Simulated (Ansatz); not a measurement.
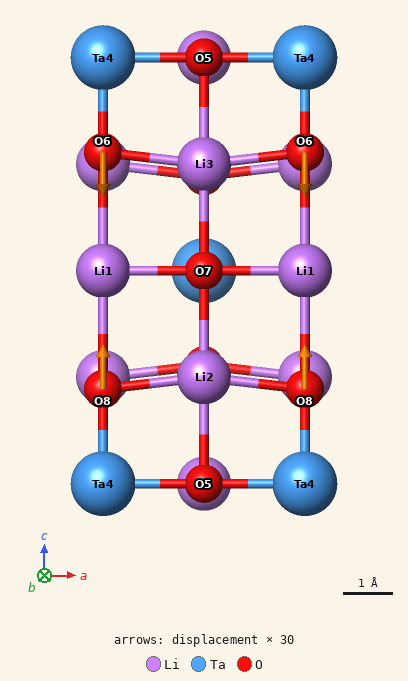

A relaxation of crystalline Li3TaO4 (set up in I4/mmm). The starting structure is drawn; orange arrows show the displacements (the part carried along by the change of the cell is left out), magnified 30 times.

Style: ball-and-stick. Shown: the conventional cell (2 times the calculation's cell), along the b axis. Lengths and directions refer to the drawn axes.

These are results of DFT PBEsol, scalar-relativistic, plane waves, PAW in Ansatz, not measurements.

The input:
```yaml
crystal:
  lattice:
    - [-2.064795, 2.064795, 4.358979]
    - [2.064795, -2.064795, 4.358979]
    - [2.064795, 2.064795, -4.358979]
  atoms:
    - { symbol: Li, position: [0.5, 0.5, 0.0] }
    - { symbol: Li, position: [0.25, 0.75, 0.5] }
    - { symbol: Li, position: [0.75, 0.25, 0.5] }
    - { symbol: Ta, position: [0.0, 0.0, 0.0] }
    - { symbol: O, position: [0.0, 0.5, 0.5] }
    - { symbol: O, position: [0.777859, 0.777859, 0.0] }
    - { symbol: O, position: [0.5, 0.0, 0.5] }
    - { symbol: O, position: [0.222141, 0.222141, 0.0] }
basis:
  ecutwfc: 420
kpoints:
  mp_grid: { grid: [10, 10, 10] }
hamiltonian:
  xc: pbesol
scf:
  occupations: { method: gaussian, width: 0.02 }
output:
  forces: true
  stress: true
  eigenvalues: true
  write_density: true
  write_potential: true
  elf: true
  volumetric_format: npy
relax:
  adjacent_minimum: "off"
  f_tol: 0.005
  max_steps: 80
  cell: { stress_tol: 0.05 }
```

Launched with:
```bash
ansatz run input.yaml --threads 2 --pin off --max-ram 5120MiB --backend cpu --events-out ev --progress --plain --runs-dir out
```

### Which element moves most?

Oxygen: up to 0.031 Å, against 0.000 Å for lithium.

### What happened in the run?

The largest moves relative to the cell, 0.031 Å, are those of O6 and O8. O8 goes along +c. Li and Ta stay in place. Cell: a = b 4.130 → 4.085 Å (−1.1 %), c 8.718 → 8.506 Å (−2.4 %). Volume −4.5 %. Near-neighbour distances that change, for instance: Li1–O6 2.422 → 2.333 Å, Li2–Ta4 3.002 → 2.948 Å, Li2–O5 2.179 → 2.126 Å, Li1–Ta4 2.920 → 2.888 Å. The space group stays I4/mmm (No. 139). Over 5 accepted moves (7 points after the start) the energy falls by 7.0 meV per atom. The largest force component goes from 0.44 to 0.0016 eV/Å. The pressure goes from −6.28 to −0.02 GPa. The SCF was repeated twice at an unchanged geometry on a basis and grid sized afresh for the cell, which shifted the energy by 1.4 meV per atom at most.
